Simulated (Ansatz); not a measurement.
## Geometry relaxation of PbS (part 2 of 2)

PbS (Cmcm, 4 atoms in the cell); DFT, PBE-D3(BJ), plane waves, PAW, no spin polarisation (Ansatz 0.2.0); cutoff 420 eV, 6×6×6 k-mesh, Fermi–Dirac smearing of 0.02 eV. The structure derives from a Materials Project entry.

Geometry of the input (Å; fractional positions):
```
2.0800  -5.9913  0.0000
2.0800  5.9913  0.0000
0.0000  0.0000  4.2793
Pb 0.8694  0.1306  0.7500
Pb 0.1306  0.8694  0.2500
S  0.6452  0.3548  0.7500
S  0.3548  0.6452  0.2500
```

Output, continued
```
relax step   6: F+E_penalty+E_count = -25620.37352641 eV  Δ(F+E_penalty+E_count) = -1.325e-4 eV  max|allowed force component| = 6.083e-4 eV/Å  Δτ_max = 0.0041 Å  P = +0.002 GPa  Ω = 102.051 Å³  energy of the carried Pulay correction = +4.670e-4 eV  (4 SCF iters, dr2 threshold 4.20e-8 eV, accepted)
Initial wavefunctions: pseudopotential atomic-orbital guess (no wavefunctions were taken with the density)
iter 1 solved again at ethr=2.30e-7 eV; its pass at ethr=3.10e-3 eV (dr2=9.22e-5 eV) is discarded
SCF iter   1: F=—  HF=-25620.373153 eV  |F-HF|=—  |Δ(HF+E_count)|=         —  Δρ=5.67e-5  dr2=6.24e-7  ethr=2.30e-7  ⟨swp⟩=3.4  Hψ=10100  notcnv=0
preconditioner: auto → Resta (q_TF=auto, 2.334 Å⁻¹)  ε∞=3.7  [insulator: Δε(μ)=1.220 eV  Ē_g=14.044 eV  σ=0.020 eV  W_gap=1.00  n_scr=26 (ndim 8)  ℏωp=23.2 eV  f_vac=0.000  D(μ)=0.00/eV (n_scr^D=0)  ε∞_Penn≈3.7]
SCF iter   2: F=—  HF=-25620.373060 eV  |F-HF|=—  |Δ(HF+E_count)|=   9.25e-5  Δρ=2.83e-5  dr2=1.34e-7  ethr=1.56e-9  ⟨swp⟩=2.0  Hψ=2234  notcnv=0
SCF iter   3: F=—  HF=-25620.373060 eV  |F-HF|=—  |Δ(HF+E_count)|=   1.84e-7  Δρ=4.46e-6  dr2=5.33e-9  ethr=3.35e-10  ⟨swp⟩=2.0  Hψ=2117  notcnv=0
SCF iter   4: F=—  HF=-25620.373060 eV  |F-HF|=—  |Δ(HF+E_count)|=   5.61e-9  Δρ=5.16e-7  dr2=3.60e-10  ethr=1.33e-11  ⟨swp⟩=2.5  Hψ=2025  notcnv=0
SCF iter   5: F=-25620.373060 eV  HF=-25620.373060 eV  |F-HF|=1.82e-11  |Δ(HF+E_count)|=  2.18e-11  Δρ=1.68e-7  dr2=3.91e-11  ethr=1.00e-12  ⟨swp⟩=5.5  Hψ=5039  notcnv=0
SCF 7 converged in 5 iterations: F = -25620.373060 eV  dr2 = 3.91e-11
relax step   7: F+E_penalty+E_count = -25620.37306020 eV  Δ(F+E_penalty+E_count) = +4.662e-4 eV  max|allowed force component| = 6.504e-4 eV/Å  Δτ_max = 0.0000 Å  P = +0.001 GPa  Ω = 102.051 Å³  stress off target by 9.78e-3 GPa  SCF on the basis re-selected at this cell (its energy is not comparable with the rows above)  (5 SCF iters)
```

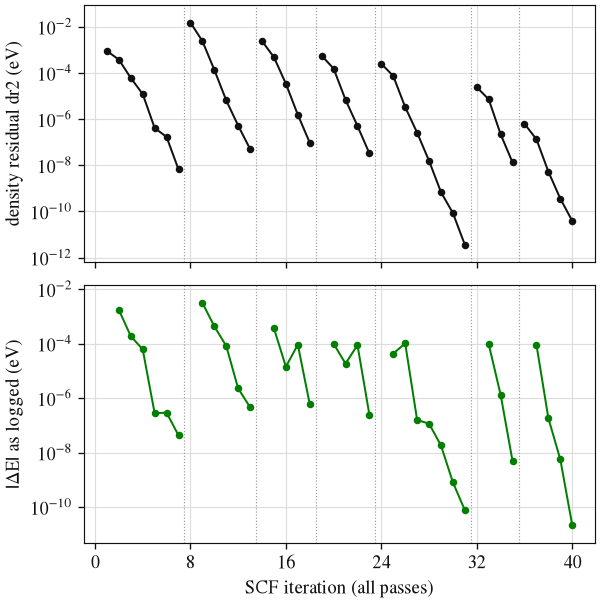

Figure 1. Convergence of the self-consistent field: density residual dr2 and size of the energy change against the SCF iteration. The dotted lines part the SCF passes of the relaxation: geometry steps, rejected trials and re-solves on a re-selected basis. The 7 passes take 4 to 8 iterations each, 40 in all.

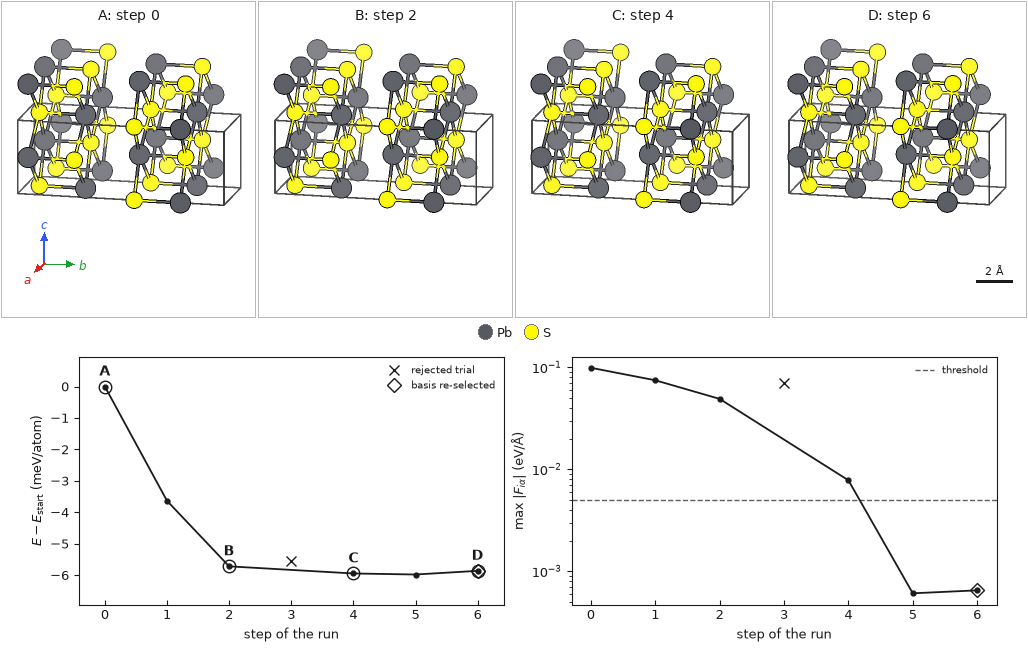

Figure 2. Frames of the relaxation (ball-and-stick view of the cell 2 times as large as that of the calculation, set on its symmetry axes, repeated 2 × 1 × 2, seen slightly off an axis) above the curves, on which the letters mark them (the first geometry is step 0 here and step 1 in the log).

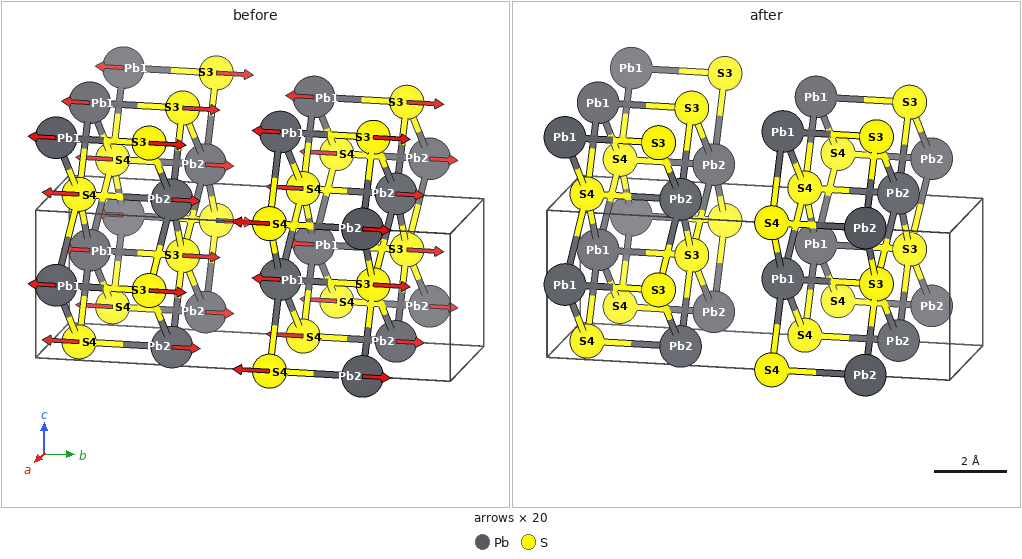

Figure 3. Before (left) and after (right) the relaxation, at one scale (ball-and-stick view of the cell 2 times as large as that of the calculation, set on its symmetry axes, repeated 2 × 1 × 2, seen slightly off an axis). The red arrows give the displacements (without the part carried along by the change of the cell), magnified 20 times. The energy falls by 6.0 meV per atom in 5 geometry steps. The largest force component goes from 0.099 to 0.00065 eV/Å. The pressure goes from −1.01 to 0.00 GPa. The line search rejected the trial step at point 3 (counted from 0) and went back. The largest moves relative to the cell, 0.055 Å, are those of S3 and S4. By element the largest moves are S 0.055 Å, Pb 0.042 Å. Cell: a 4.160 → 4.110 Å (−1.2 %), b 11.983 → 11.634 Å (−2.9 %), c 4.279 → 4.269 Å (−0.2 %). Volume −4.3 %. Distances before and after: Pb1–S4 2.989 → 2.967 Å, Pb1–S3 2.687 → 2.705 Å. The space group stays Cmcm (No. 63). A last SCF at the same geometry on a re-selected plane-wave basis shifts the energy by +0.1 meV per atom. (Atoms are counted from 1 in the order of the input.)

```
basis re-selected at this cell: Δ(F+E_penalty+E_count) = +4.662e-4 eV, ΔP = -0.001 GPa vs the last step (what re-selecting the basis moved, of the pressure what is left beyond the Pulay correction that the steps carried, after the strain that the cell walked since its last selection, with what the two solves' SCF thresholds leave and, on support functions, any second-order correction that the steps lacked; it is no measure of the basis error at this ecutwfc). This SCF's stress stands 9.78e-3 GPa from its target on what of the cell is left free (relax.cell.stress_tol is 5.00e-2 GPa) and its largest allowed force component is 6.50e-4 eV/Å (relax.f_tol is 5.00e-3 eV/Å): within both
SCF converged after 5 iterations
Free energy (F): -25620.373060 eV
Harris-Foulkes:  -25620.373060 eV  (|F-HF|=1.82e-11)
Internal energy: -25620.373060 eV  (E = F + TS)
E sigma→0 (E₀):  -25620.373060 eV
Fermi energy:    8.720611 eV
--- Per-component energies (eV) ---
  E_band       = -102.631906
  E_kinetic    = 788.469889
  E_local      = -2426.437665  (includes V_loc(G=0)·N_el)
  E_nonlocal   = 757.383671
  E_hartree    = 946.222238
  E_xc         = -636.686189
  E_vxc        = -440.665959  (∫ρ·V_xc dr)
  E_paw        = -22008.645910  (= ΣΔE_a)
  E_vpaw       = -673.826399  (= ΣTr[D̂ρ^β])
  E_aug_tail   = 0.000096  (compensation charges beyond the density's cutoff)
  E_ewald      = -3039.248896
  E_disp       = -1.430293  (pairwise vdW)
  E_smearing   = -0.000000  (= −TS)
  E_closure    = -0.000000  (closes the sum)
  Σ components = -25620.373060   (vs F -25620.373060, Δ=0.00e0)
--- Forces (eV/Å), atoms counted from 1 ---
  atom   1  Pb     0.00000000    -0.00065038     0.00000000
  atom   2  Pb    -0.00000000     0.00065038    -0.00000000
  atom   3  S     -0.00000000     0.00061591    -0.00000000
  atom   4  S      0.00000000    -0.00061591     0.00000000
  max |Σ_I F_I| component: 1.39e-17 eV/Å
--- Stress (GPa, compression-positive) ---
        0.009784      -0.000000       0.000000
       -0.000000      -0.008801      -0.000000
        0.000000      -0.000000       0.002627
  P = ⅓ Tr σ = 0.0012 GPa (0.012 kbar)
--- Relaxed structure (6 steps of the walk, 5 accepted, 1 SCFs on fresh bases) ---
  F+E_penalty+E_count = -25620.37306020 eV   max|allowed force component| = 6.504e-4 eV/Å   (the final SCF, on the basis selected at the relaxed cell)
  cell:  # Å, volume = 102.0514 Å³
    - [2.054962574727405, -5.816955326589296, 0.0]
    - [2.054962574727405, 5.816955326589296, 0.0]
    - [0.0, 0.0, 4.268638784565393]
  atoms:
    - { symbol: Pb, position: [0.873038980268571, 0.12696101973142893, 0.7500000000000001] }
    - { symbol: Pb, position: [0.12696101973142893, 0.873038980268571, 0.25] }
    - { symbol: S, position: [0.6405164256635081, 0.35948357433649175, 0.7500000000000001] }
    - { symbol: S, position: [0.35948357433649175, 0.6405164256635081, 0.25] }
```

Trajectory as extended XYZ (Å, eV, eV/Å), 7 frames, from step=1 to step=7
```
4
Lattice="2.0800 -5.9913 0.0000 2.0800 5.9913 0.0000 0.0000 0.0000 4.2793" Properties=species:S:1:pos:R:3:forces:R:3 step=1 energy=-25620.34961 pressure_GPa=-1.01
Pb    2.0800   -4.4268    3.2095    0.0000  -0.0860   0.0000
Pb    2.0800    4.4268    1.0698    0.0000   0.0860   0.0000
S     2.0800   -1.7399    3.2095    0.0000   0.0992   0.0000
S     2.0800    1.7399    1.0698    0.0000  -0.0992   0.0000
4
Lattice="2.0525 -5.7421 0.0000 2.0525 5.7421 0.0000 0.0000 0.0000 4.2234" Properties=species:S:1:pos:R:3:forces:R:3 step=2 energy=-25620.36415 pressure_GPa=0.91
Pb    2.0525   -4.3138    3.1676    0.0000   0.0748   0.0000
Pb    2.0525    4.3138    1.0559    0.0000  -0.0748   0.0000
S     2.0525   -1.6063    3.1676    0.0000  -0.0204   0.0000
S     2.0525    1.6063    1.0559    0.0000   0.0204   0.0000
4
Lattice="2.0574 -5.8447 0.0000 2.0574 5.8447 0.0000 0.0000 0.0000 4.2630" Properties=species:S:1:pos:R:3:forces:R:3 step=3 energy=-25620.37249 pressure_GPa=-0.00
Pb    2.0574   -4.3453    3.1972    0.0000  -0.0491   0.0000
Pb    2.0574    4.3453    1.0657    0.0000   0.0491   0.0000
S     2.0574   -1.6419    3.1972    0.0000   0.0003   0.0000
S     2.0574    1.6419    1.0657    0.0000  -0.0003   0.0000
4
Lattice="2.0543 -5.8276 0.0000 2.0543 5.8276 0.0000 0.0000 0.0000 4.2885" Properties=species:S:1:pos:R:3:forces:R:3 step=4 energy=-25620.37179 pressure_GPa=-0.47 accepted=F
Pb    2.0543   -4.3513    3.2164    0.0000   0.0700   0.0000
Pb    2.0543    4.3513    1.0721    0.0000  -0.0700   0.0000
S     2.0543   -1.6306    3.2164    0.0000  -0.0557   0.0000
S     2.0543    1.6306    1.0721    0.0000   0.0557   0.0000
4
Lattice="2.0561 -5.8277 0.0000 2.0561 5.8277 0.0000 0.0000 0.0000 4.2661" Properties=species:S:1:pos:R:3:forces:R:3 step=5 energy=-25620.37339 pressure_GPa=-0.04
Pb    2.0561   -4.3439    3.1995    0.0000  -0.0056   0.0000
Pb    2.0561    4.3439    1.0665    0.0000   0.0056   0.0000
S     2.0561   -1.6371    3.1995    0.0000  -0.0078   0.0000
S     2.0561    1.6371    1.0665    0.0000   0.0078   0.0000
4
Lattice="2.0550 -5.8170 0.0000 2.0550 5.8170 0.0000 0.0000 0.0000 4.2686" Properties=species:S:1:pos:R:3:forces:R:3 step=6 energy=-25620.37353 pressure_GPa=0.00
Pb    2.0550   -4.3399    3.2015    0.0000  -0.0006   0.0000
Pb    2.0550    4.3399    1.0672    0.0000   0.0006   0.0000
S     2.0550   -1.6348    3.2015    0.0000   0.0006   0.0000
S     2.0550    1.6348    1.0672    0.0000  -0.0006   0.0000
4
Lattice="2.0550 -5.8170 0.0000 2.0550 5.8170 0.0000 0.0000 0.0000 4.2686" Properties=species:S:1:pos:R:3:forces:R:3 step=7 energy=-25620.37306 pressure_GPa=0.00
Pb    2.0550   -4.3399    3.2015    0.0000  -0.0006   0.0000
Pb    2.0550    4.3399    1.0672    0.0000   0.0006   0.0000
S     2.0550   -1.6348    3.2015    0.0000   0.0006   0.0000
S     2.0550    1.6348    1.0672    0.0000  -0.0006   0.0000
```
